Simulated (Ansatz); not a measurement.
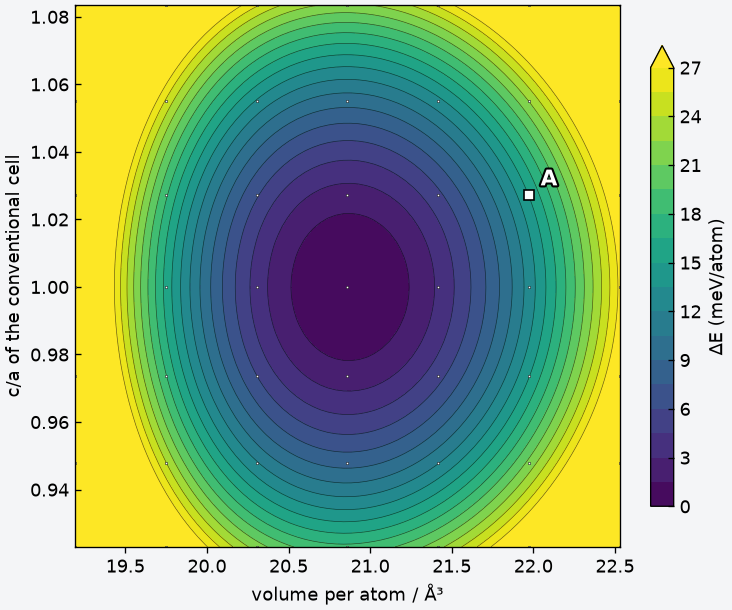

GaP (F-43m, No. 216; 2 atoms in the cell). The energy is mapped over volume and the cell's shape. First axis: volume per atom. Second axis: c/a of the conventional cell. Nothing is relaxed (symmetry fixes all fractional coordinates). Grid: 7 × 7 points. Points are written as (first, second). Energies: meV/atom, counted from the lowest grid point. Method: Ansatz, DFT PBE, scalar-relativistic, plane waves, PAW. Settings: cutoff 420 eV, k-mesh 10×10×10, gaussian smearing 0.05 eV, no spin polarisation.

In the figure: filled contours, dots at the grid points, one colour for all values above the top of the scale, the point A. Between grid points the surface is interpolated.

### Which way does the force act at A, and how strong is it?

A, at (21.97 Å³, 1.027), is not a stationary point. The computed force is 22 meV/atom for each Å³ towards smaller values of volume per atom and 177 meV/atom for each unit towards smaller values of c/a of the conventional cell.

PAW datasets: the set soft_1.
